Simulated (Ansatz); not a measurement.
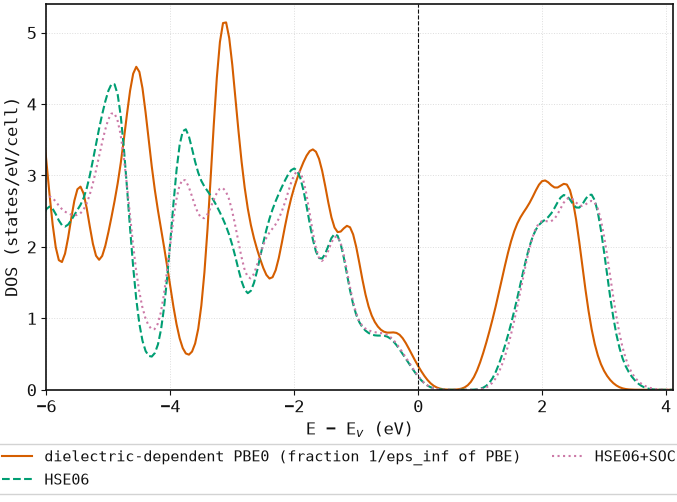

Total densities of states of PtS2, space group P-3m1, 3 atoms in the cell, by three methods on the same cell. The curves are built from the levels of the k mesh with Gaussians 0.4 eV wide, which also blur the band edges. Each is counted from its own valence-band top.

Question: What changes from one method to the other?

Answer: dielectric-dependent PBE0 (fraction 1/eps_inf of PBE) gives a gap of 1.12 eV, HSE06 gives a gap of 1.42 eV and HSE06+SOC gives a gap of 1.40 eV.

Settings. dielectric-dependent PBE0 (fraction 1/eps_inf of PBE): DFT, dielectric-dependent PBE0 (fraction 1/eps_inf of PBE), plane waves, PAW, no spin polarisation, 6×6×4 k mesh, 420 eV cutoff (Ansatz 0.2.0). HSE06: DFT, HSE06, plane waves, PAW, no spin polarisation, 6×6×4 k mesh, 420 eV cutoff (Ansatz). HSE06+SOC: DFT, HSE06 with spin-orbit coupling, plane waves, PAW, 6×6×4 k mesh, 420 eV cutoff, Fermi-Dirac smearing of 0.02 eV (Ansatz 0.2.0).
